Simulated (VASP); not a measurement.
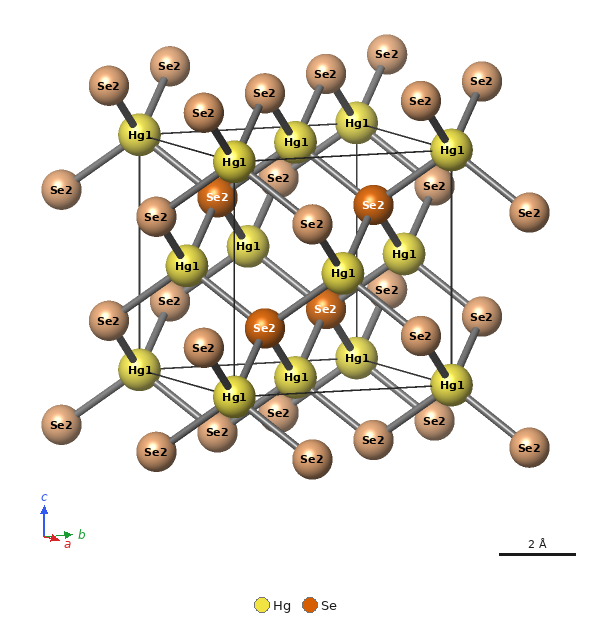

Fig. 1: The structure of run 1 (ball-and-stick view of the cell 4 times as large as that of the calculation, set on its symmetry axes, seen slightly off an axis; neighbours outside the cell are drawn fainter; atoms are numbered from 1 in the order of the input).

**What a change does: geometry relaxation on HgSe**

System: HgSe (2 atoms in the cell).
Method of run 1: DFT, PBEsol, plane waves, PAW (VASP 6.6.1).

The structure was built on a prototype by a generator. The geometry comes from this level: PBE. 

**INCAR, run 1**
```
ENCUT = 600.000000
SIGMA = 0.020000
EDIFF = 1.00e-07
EDIFFG = -5.00e-03
GGA = PS
PREC = Accurate
IBRION = 2
ISIF = 3
ISMEAR = -1
NBANDS = 16
NELM = 120
NSW = 40
LASPH = .TRUE.
LCHARG = .FALSE.
LWAVE = .FALSE.
LREAL = .FALSE.
```

**KPOINTS, run 1**
```
KPOINTS created by Atomic Simulation Environment
0
Gamma
6 6 6
0 0 0
```

**POSCAR, run 1**
```
Hg Se
 1.0000000000000000
    -0.0000000000000000    3.1297067988566041    3.1297067988566041
     3.1297067988566045    0.0000000000000000    3.1297067988566041
     3.1297067988566045    3.1297067988566041    0.0000000000000000
 Hg  Se
   1   1
Cartesian
  0.0000000000000000 -0.0000000000000000  0.0000000000000000
  1.5648533994283023  1.5648533994283020  1.5648533994283020
```

Command:
```bash
mpirun -np 1 vasp_std
```

Hardware: 1 CPU thread, shared host.

**OSZICAR and lines of OUTCAR (run 1)**
```
N       E                     dE             d eps       ncg     rms          rms(c)
DAV:   1     0.118390294039E+03    0.11839E+03   -0.92378E+03   512   0.112E+03
DAV:   2    -0.691645482463E+00   -0.11908E+03   -0.11054E+03   608   0.250E+02
DAV:   3    -0.509718302030E+01   -0.44055E+01   -0.43927E+01   608   0.494E+01
DAV:   4    -0.511565364038E+01   -0.18471E-01   -0.18469E-01   616   0.334E+00
DAV:   5    -0.511574735231E+01   -0.93712E-04   -0.93711E-04   664   0.213E-01    0.728E+00
DAV:   6    -0.481798941467E+01    0.29776E+00   -0.50387E-01   736   0.102E+01    0.580E+00
DAV:   7    -0.480509875150E+01    0.12891E-01   -0.10932E-01   600   0.239E+00    0.266E+00
DAV:   8    -0.480276758807E+01    0.23312E-02   -0.13824E-02   552   0.142E+00    0.180E-01
DAV:   9    -0.480252236589E+01    0.24522E-03   -0.13680E-03   624   0.527E-01    0.557E-02
DAV:  10    -0.480251966475E+01    0.27011E-05   -0.12107E-04   600   0.122E-01    0.301E-02
DAV:  11    -0.480252813784E+01   -0.84731E-05   -0.47061E-05   616   0.800E-02    0.291E-02
DAV:  12    -0.480252564061E+01    0.24972E-05   -0.93990E-06   600   0.416E-02    0.766E-03
DAV:  13    -0.480252564717E+01   -0.65618E-08   -0.61030E-07   592   0.493E-03
   1 F= -.48025256E+01 E0= -.48023488E+01  d E =-.480253E+01
[... from OUTCAR:]
   NELECT =      18.0000    total number of electrons
 E-fermi :   1.3234
  free  energy   TOTEN  =        -4.8025256472 eV
  energy  without entropy=       -4.8021719641  energy(sigma->0) =       -4.80234881
```

For run 2 the input was changed thus:
```diff
-ENCUT = 600.000000
-NELM = 120
+ENCUT = 600
+NELM = 79
-Gamma
+Monkhorst-Pack
```

How does run 2 compare with run 1?

The free energy of run 2 is 4.1 meV per atom lower, the joint effect of these numerical settings, which can't be told apart here. The volume per atom goes from 30.66 to 29.02 Å³. The SCF takes 30 iterations against 13. The irreducible k-points go from 16 to 28.

**OSZICAR and lines of OUTCAR (run 2)**
```
N       E                     dE             d eps       ncg     rms          rms(c)
DAV:   1     0.118195420364E+03    0.11820E+03   -0.88940E+03   904   0.111E+03
DAV:   2    -0.352984163626E+00   -0.11855E+03   -0.10955E+03  1032   0.247E+02
DAV:   3    -0.507011174357E+01   -0.47171E+01   -0.47015E+01  1080   0.503E+01
DAV:   4    -0.509166756252E+01   -0.21556E-01   -0.21555E-01  1104   0.350E+00
DAV:   5    -0.509178496901E+01   -0.11741E-03   -0.11741E-03  1128   0.231E-01    0.636E+00
DAV:   6    -0.479782173702E+01    0.29396E+00   -0.50577E-01  1360   0.100E+01    0.521E+00
DAV:   7    -0.478679470079E+01    0.11027E-01   -0.99204E-02   968   0.224E+00    0.249E+00
[...]
       N       E                     dE             d eps       ncg     rms          rms(c)
DAV:   1    -0.484305588713E+01   -0.34213E-01   -0.59995E-01   976   0.860E+00    0.140E+00
DAV:   2    -0.481432630105E+01    0.28730E-01   -0.58700E-02   960   0.336E+00    0.503E-01
DAV:   3    -0.481118952814E+01    0.31368E-02   -0.70089E-03  1184   0.812E-01    0.486E-01
DAV:   4    -0.481080328453E+01    0.38624E-03   -0.72993E-04   984   0.202E-01    0.609E-02
DAV:   5    -0.481077845129E+01    0.24833E-04   -0.16208E-04  1112   0.184E-01    0.225E-02
DAV:   6    -0.481077507952E+01    0.33718E-05   -0.31922E-05  1000   0.749E-02    0.730E-03
DAV:   7    -0.481077569121E+01   -0.61170E-06   -0.90828E-07  1048   0.716E-03    0.298E-03
DAV:   8    -0.481077568670E+01    0.45168E-08   -0.33122E-07  1088   0.677E-03
   3 F= -.48107757E+01 E0= -.48107754E+01  d E =-.266126E-01
[... from OUTCAR:]
   NELECT =      18.0000    total number of electrons
 E-fermi :   1.4478
  free  energy   TOTEN  =        -4.8107756867 eV
  energy  without entropy=       -4.8107750791  energy(sigma->0) =       -4.81077538
```

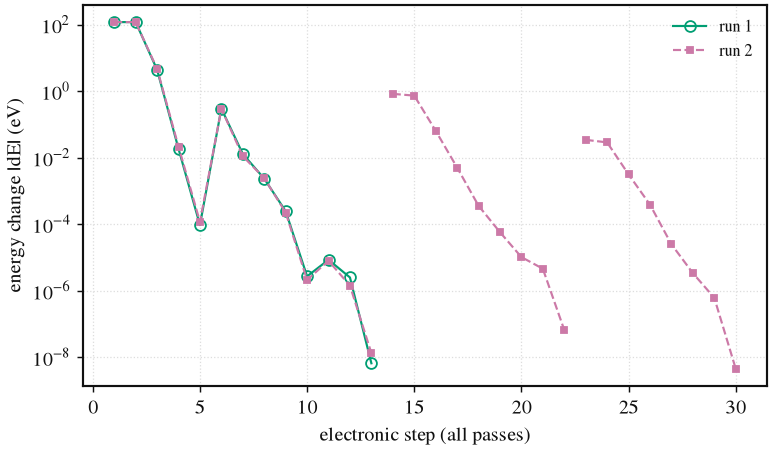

Fig. 2: Convergence of the two runs: energy change |dE| against the electronic step. A break in a curve parts two SCF passes. Run 1 takes 13 steps in all, and run 2 takes 30.

**The two runs side by side**

```csv
quantity,run 1,run 2
outcome,converged,converged
free energy per atom (eV),−2.4013,−2.4054
pressure (GPa),−0.02,0.01
volume per atom (Å³),30.66,29.02
largest force (eV/Å),0.000,0.000
SCF iterations,13,30
irreducible k-points,16,28
```

For both runs: Spin–orbit coupling is left out, which matters for Hg. The volume changed by more than 5 % on the plane waves of the start, so the result carries a basis error; a second relaxation from the end is advised.
